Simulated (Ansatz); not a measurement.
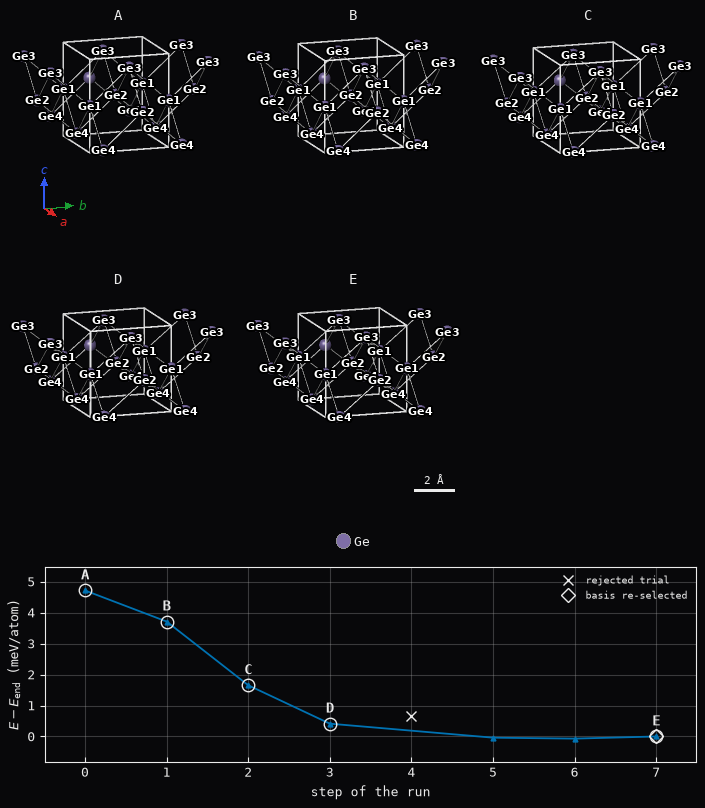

Frames of a relaxation of crystalline Ge (a generated structure, set up in P4/nmm), marked on the history of the run. A ball-and-stick model of the cell of the calculation, seen slightly off an axis.

All numbers below come from DFT PBE, scalar-relativistic, plane waves, PAW (Ansatz 0.2.0). (plane-wave cutoff 420 eV; k-point mesh 12 × 12 × 10; occupations gaussian; smearing width 0.1 eV; no spin polarisation; cell and atoms relaxed; force threshold 0.01 eV/Å; at most 80 steps)

Question: Describe the path.

Answer: The largest moves relative to the cell, 0.053 Å, are those of Ge3 and Ge4. Ge4 goes along −c. The volume changes by −2.3 %, with a = b 4.155 → 4.278 Å (+3.0 %), c 4.793 → 4.416 Å (−7.9 %). Some distances before and after: Ge1–Ge3 2.767 → 2.755 Å. Bond angles that change, for instance: Ge3–Ge1–Ge3 97.3° → 101.8°, Ge1–Ge3–Ge2 64.1° → 66.6°, Ge3–Ge1–Ge4 115.9° → 113.4°. The space group stays P4/nmm (No. 129). After 5 accepted moves (7 points after the start) the energy has fallen by 4.7 meV per atom. The largest force component goes from 0.03 to 0.00024 eV/Å. The pressure goes from −0.37 to 0.01 GPa. The line search rejected the trial step at point 4 of the run. At 1 point the geometry stayed and the basis and grid were re-selected for the new cell (energy shift of 0.1 meV per atom at most each time). From step 0 to 1: volume −1.4 %, energy −1.0 meV per atom. From step 1 to 2: Ge atoms move most (0.02 Å), volume −1.9 %, energy −2.1 meV per atom. From step 2 to 3: volume +0.2 %, energy −1.2 meV per atom. From step 3 to 7: Ge atoms move most (0.02 Å), volume +0.8 %, energy −0.4 meV per atom.
